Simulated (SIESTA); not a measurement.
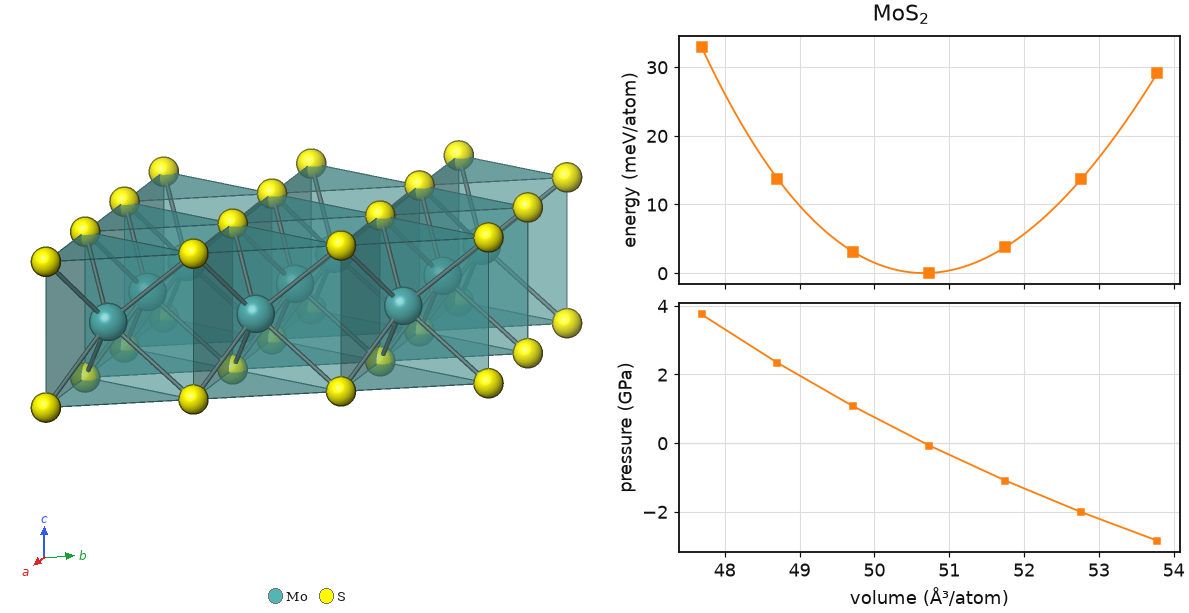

The picture above shows the energy and pressure against volume for MoS₂, space group P-6m2 (No. 187). The slab (repeated in the plane, vacuum cut away) is drawn beside the plot.

Cell as given: a = 3.184 Å, b = 3.184 Å, c = 17.335 Å, α = 90.00°, β = 90.00°, γ = 120.00°; 3 atoms.

Method: DFT in numerical atomic orbitals with pseudopotentials, no spin polarisation; energies at scaled volumes of the given cell, shape and fractions fixed, counted from the fit's minimum, third-order Birch-Murnaghan fit (SIESTA 5.4.2). Level: PBEsol.

k mesh 10×10×2; occupations Fermi–Dirac; smearing width 0.05 eV; potentials PseudoDojo 0.4 standard, converted to PSML, two zetas on semicore shells; program settings basis DZP, mesh cutoff 800 Ry.

Give the fitted equation-of-state parameters.

Answer. A third-order Birch–Murnaghan fit gives V0 = 50.66 Å³/atom, B0 = 54.2 GPa and B′ = 4.4.

How does the pressure vary with volume?

Answer. It falls from 3.75 GPa at volume 47.69 Å³/atom to −2.84 GPa at 53.78 Å³/atom, and changes sign near 50.7 Å³/atom.

Note: mulliken charges of long orbitals; shape and atomic fractions are frozen while scaling, which makes layered, chain and framework solids too stiff.
